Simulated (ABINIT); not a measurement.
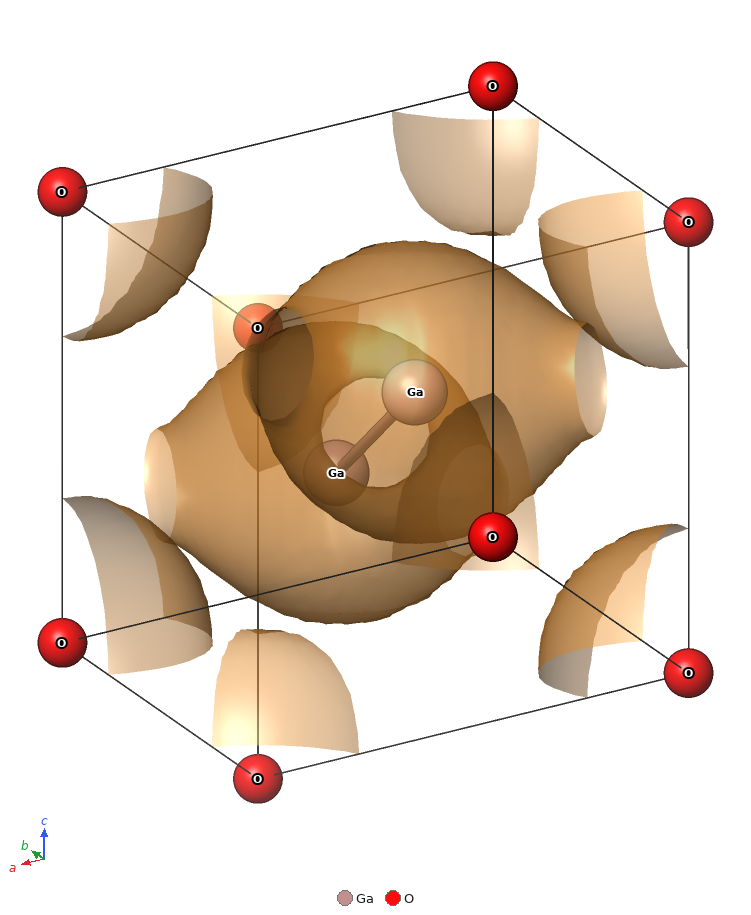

*Ga2O. Isosurface of the valence electron density at 0.3 e/Å³ (orange), seen at an oblique angle. Sticks mark near contacts.*

Space group P6/mmm; a structure from a database of computed crystals, not necessarily the ambient phase; a generated structure, not necessarily the stable one; computed pressure about 2 GPa in this cell.

These are results of Kohn-Sham DFT of a periodic cell, RPBE, JTH PAW PBE v2.0 in ABINIT 10.8.3, not measurements.

Core electrons are frozen (PAW), and the valence fields are smoothed inside the atomic spheres.

What does this surface tell about the bonding?

At this value the density is joined into sheets; it holds about 85 % of the electrons treated as valence. It bridges the shortest Ga–Ga (2.45 Å) contacts, where the density stays above the isovalue. It is pinched off along the shortest Ga–O (2.89 Å) contacts. On the grid the lowest density along these lines, outside the cores, is 0.36 e/Å³ (Ga–Ga, 2.45 Å) and 0.12 e/Å³ (Ga–O, 2.89 Å).
